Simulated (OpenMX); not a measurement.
# Energy of Ag along an even scaling of the cell

System: Ag (1 atom in the cell).
Method: Kohn-Sham DFT of a periodic cell, PBE, OpenMX 2013 PBE set, no spin polarisation (OpenMX 3.8.5).

The 7 runs differ only in the geometry, by an even scaling of the cell at fixed fractional positions. The structure derives from a Materials Project entry.

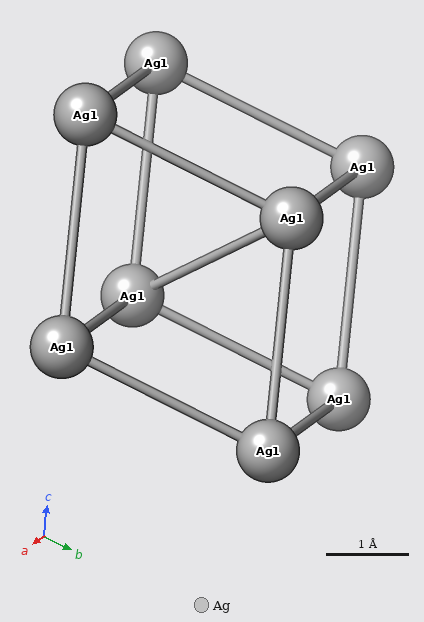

Figure 1. The structure of run 4 (ball-and-stick view of the cell of the calculation, seen slightly off an axis; atoms are numbered from 1 in the order of the input).

## Input of run 4
```
System.CurrrentDirectory             ./
System.Name                          Ag
DATA.PATH                            ./DFT_DATA13
level.of.stdout                      1
level.of.fileout                     0
Species.Number                       1
<Definition.of.Atomic.Species
  Ag  Ag7.0-s3p2d2           Ag_PBE13
Definition.of.Atomic.Species>

Atoms.Number                         1
Atoms.SpeciesAndCoordinates.Unit     FRAC
<Atoms.SpeciesAndCoordinates
    1  Ag    0.0000000000    0.0000000000    0.0000000000   8.500  8.500
Atoms.SpeciesAndCoordinates>

Atoms.UnitVectors.Unit               Ang
<Atoms.UnitVectors
    -1.6556540000    1.6556540000    1.6556540000
     1.6556540000   -1.6556540000    1.6556540000
     1.6556540000    1.6556540000   -1.6556540000
Atoms.UnitVectors>

scf.XcType                           GGA-PBE
scf.SpinPolarization                 off
scf.ElectronicTemperature            580.226
scf.energycutoff                     400.0
scf.maxIter                          100
scf.EigenvalueSolver                 band
scf.Kgrid                            11 11 11
scf.Mixing.Type                      rmm-diisk
scf.Init.Mixing.Weight               0.05
scf.Min.Mixing.Weight                0.001
scf.Max.Mixing.Weight                0.3
scf.Mixing.History                   25
scf.Mixing.StartPulay                8
scf.criterion                        1.0e-8
scf.stress.tensor                    on
MD.Type                              nomd
```

Command:
```bash
openmx Ag.dat -nt 1 > Ag.std
```

Lattice vectors (Å) and fractional positions of run 4:
```
  -1.655654    1.655654    1.655654
   1.655654   -1.655654    1.655654
   1.655654    1.655654   -1.655654
Ag  0.000000  0.000000  0.000000
```

Run 2 has the same physical settings and fractional positions; its lattice vectors (Å) are:
```
  -1.633278    1.633278    1.633278
   1.633278   -1.633278    1.633278
   1.633278    1.633278   -1.633278
```

## Results, with one run withheld

| run | volume per atom (Å³) | free energy per atom, from the lowest run given (meV) |
| --- | --- | --- |
| 1 | 17.065 | 35.75 |
| 2 | 17.428 | ? |
| 3 | 17.791 | 7.60 |
| 4 | 18.154 | 1.57 |
| 5 | 18.517 | 0.00 |
| 6 | 18.880 | 2.04 |
| 7 | 19.243 | 7.54 |

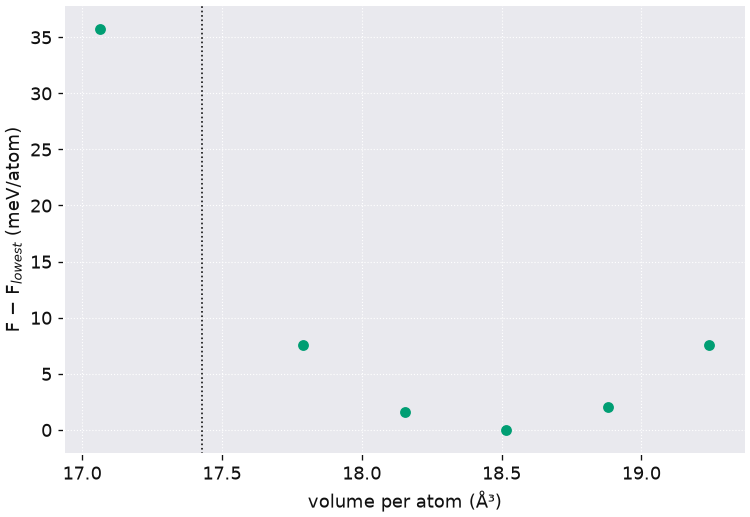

Figure 2. Free energy per atom of the runs given; the dotted line marks run 2.

Fit the runs given and predict run 2.

A cubic polynomial in V^(−2/3) (the Birch–Murnaghan form), fitted to the 6 runs given, misses them by at most 0.06 meV per atom. With x = V^(−2/3) − 0.14426 Å⁻², it reads F = 0.73835 + 1348.4 x + 5.6522e+05 x² + 4.9304e+06 x³ (meV per atom). At run 2 it gives 18.74 meV per atom, and the run itself gives 18.88. The fit has its minimum at 18.483 Å³ per atom, where V d²F/dV² gives 86.3 GPa: the bulk modulus at this level, since symmetry fixes the shape and the positions.

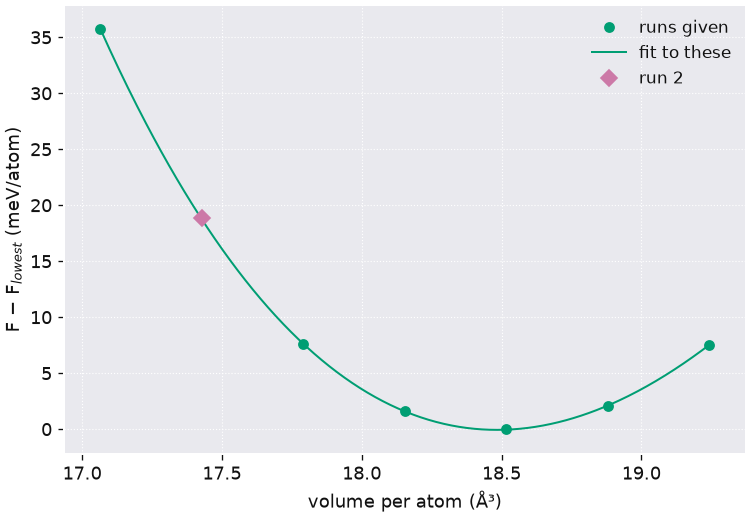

Figure 3. The fit and the withheld run.

## Some lines of the output (run 2)
```
[...]
  Cell_Volume =    117.607895797933 (Bohr^3)
        Total energy (Hartree) at MD = 1
   kloop=0
   kloop=1
   kloop=665
```

Notes: With a small basis of atomic orbitals these values can differ much from converged plane-wave results.
